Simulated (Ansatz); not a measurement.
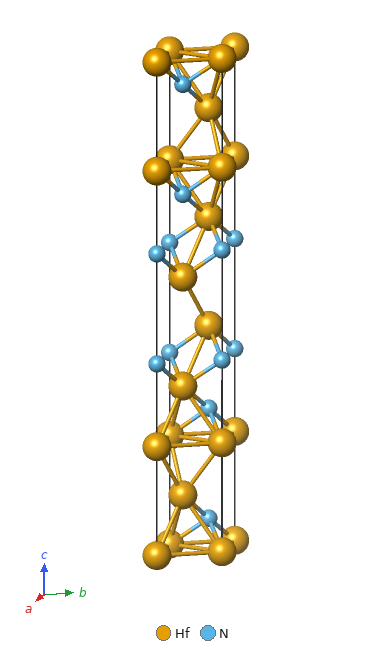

The structure above is drawn in ball-and-stick style and viewed slightly off an axis. One conventional unit cell is framed, with atoms on its boundary repeated.

Hf$_{3}$N$_{2}$, space group R-3m (No. 166), a = 3.23 Å, b = 3.23 Å, c = 23.39 Å, α = 90.00°, β = 90.00°, γ = 120.00°.

Method used: DFT PBEsol, scalar-relativistic, plane waves, PAW in Ansatz. It ran with wavefunction cutoff 420 eV, k-points about 0.19 Å⁻¹ apart, Gaussian smearing of 0.1 eV, no spin polarisation.

How large a gap does the method give, if there is one?

Answer. A metal: bands cross the Fermi level.

Which way would the volume go on relaxing?

Answer. The computed pressure is -6.9 GPa (stretched: it would shrink).

The structure comes from a structure listed in the Materials Project. Earlier steps of the study may have refined or changed the cell and positions. It went into a calculation with Ansatz.

At this level of theory the cell isn't at rest (stretched, at -7 GPa), so its distances can differ from those at equilibrium, the more so the softer the solid.
